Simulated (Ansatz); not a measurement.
The Ansatz input:

```
crystal:
  lattice:
    - [16.2504120812, 0.0, 0.0]
    - [0.0, 2.7084020135, 0.0]
    - [0.0, 0.0, 19.6605177198]
  atoms:
    - { symbol: Ir, position: [0.0, 0.0, 0.0762950407] }
    - { symbol: Ir, position: [0.0833333333, 0.5, 0.1737049593] }
    - { symbol: Ir, position: [0.1666666667, 0.0, 0.0762950407] }
    - { symbol: Ir, position: [0.25, 0.5, 0.1737049593] }
    - { symbol: Ir, position: [0.3333333333, 0.0, 0.0762950407] }
    - { symbol: Ir, position: [0.4166666667, 0.5, 0.1737049593] }
    - { symbol: Ir, position: [0.5, 0.0, 0.0762950407] }
    - { symbol: Ir, position: [0.5833333333, 0.5, 0.1737049593] }
    - { symbol: Ir, position: [0.6666666667, 0.0, 0.0762950407] }
    - { symbol: Ir, position: [0.75, 0.5, 0.1737049593] }
    - { symbol: Ir, position: [0.8333333333, 0.0, 0.0762950407] }
    - { symbol: Ir, position: [0.9166666667, 0.5, 0.1737049593] }
    - { symbol: Ir, position: [0.0, 0.0, 0.2711148778] }
    - { symbol: Ir, position: [0.0833333333, 0.5, 0.3685247964] }
    - { symbol: Ir, position: [0.1666666667, 0.0, 0.2711148778] }
    - { symbol: Ir, position: [0.25, 0.5, 0.3685247964] }
    - { symbol: Ir, position: [0.3333333333, 0.0, 0.2711148778] }
    - { symbol: Ir, position: [0.4166666667, 0.5, 0.3685247964] }
    - { symbol: Ir, position: [0.5, 0.0, 0.2711148778] }
    - { symbol: Ir, position: [0.5833333333, 0.5, 0.3685247964] }
    - { symbol: Ir, position: [0.6666666667, 0.0, 0.2711148778] }
    - { symbol: Ir, position: [0.75, 0.5, 0.3685247964] }
    - { symbol: Ir, position: [0.8333333333, 0.0, 0.2711148778] }
    - { symbol: Ir, position: [0.9166666667, 0.5, 0.3685247964] }
basis:
  ecutwfc: 420
kpoints:
  mp_grid: { grid: [2, 12, 1] }
hamiltonian:
  xc: pbesol
scf:
  occupations: { method: gaussian, width: 0.1 }
output:
  forces: true
  eigenvalues: true
  populations: true
  write_density: true
  write_potential: true
  elf: true
  volumetric_format: npy
relax:
  adjacent_minimum: "off"
  f_tol: 0.02
  max_steps: 45
  constraints: [{ sites: [0, 1, 2, 3, 4, 5, 6, 7, 8, 9, 10, 11] }]
efield:
  axis: 3
  dipole_correction: true
  ramp_width: 0.04
```

Command:
```bash
ansatz run input.yaml --threads 4 --pin off --max-ram 11264MiB --backend cpu --events-out ev --progress --plain --runs-dir out
```

What does the potential across the slab give for the work function?

The work function is 5.65 eV, the same on both faces. The two vacuum levels agree, so the slab has no net dipole along its normal. The outermost atoms are 5.7 Å apart, which leaves 14.0 Å of vacuum in a cell 19.7 Å high.

Spin-orbit coupling is left out, which matters for Ir.

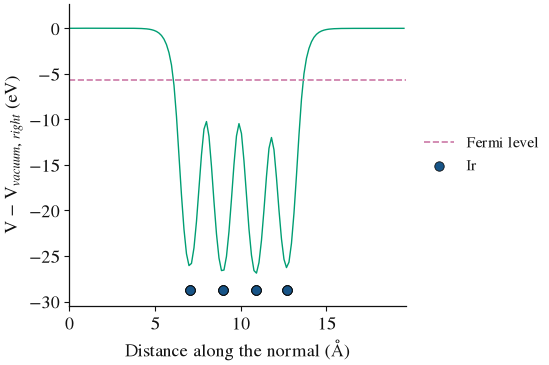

Plane-averaged electrostatic potential energy of an electron across the slab; circles at the bottom mark the heights of the atoms (positions after relaxation).
